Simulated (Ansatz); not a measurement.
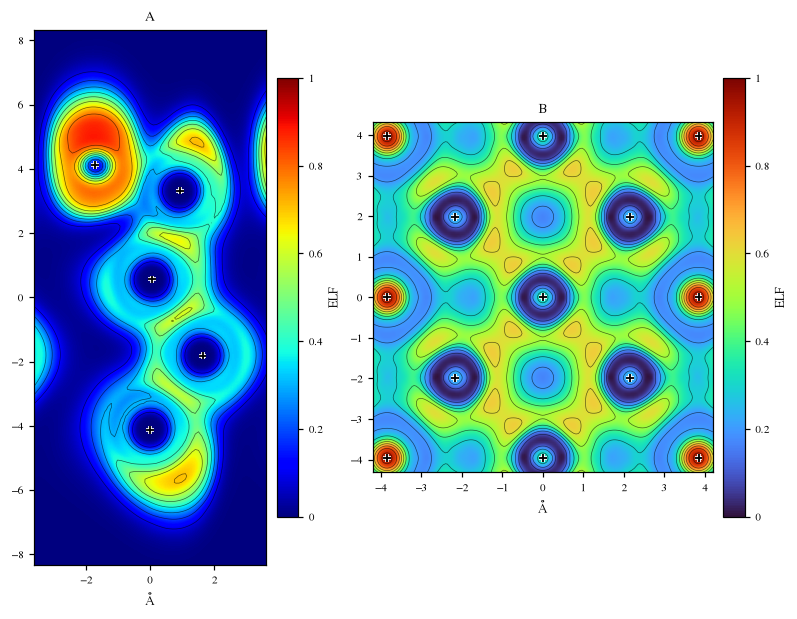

The ELF of 2 systems, each on a plane through atoms (crosses mark nuclei in the plane).

Computed with DFT PBEsol, scalar-relativistic, plane waves, PAW in Ansatz 0.2.0.

System 1: Al3Cu, the (110) plane of the conventional cell. Space group P4/mmm; a structure from a database of computed crystals, not necessarily the ambient phase; changed on purpose from its base cell (volume × 1.03, shape and atoms relaxed); computed pressure about −3 GPa in this cell; computed without spin polarisation.

```xyz
4
Lattice="2.8063 0.0000 0.0000 0.0000 2.8063 0.0000 0.0000 0.0000 7.6833" Properties=species:S:1:pos:R:3 pbc="T T T"
Al    0.0000    0.0000    3.8417
Al    1.4031    1.4031    1.6850
Al    1.4031    1.4031    5.9984
Cu    0.0000    0.0000    0.0000
```

System 2: Sn8Se (slab), the (100) plane of the calculation cell, a cut from vacuum to vacuum. 

### Which map belongs to which system?

Panel A is system 2, Sn8Se: the plane holds Sn and Se. Sn–Se (2.76 Å): the ELF is about 0.55 at the midpoint. Panel B is system 1, Al3Cu: the plane holds Al and Cu. Al–Cu (2.60 Å): the ELF is about 0.45 at the midpoint.
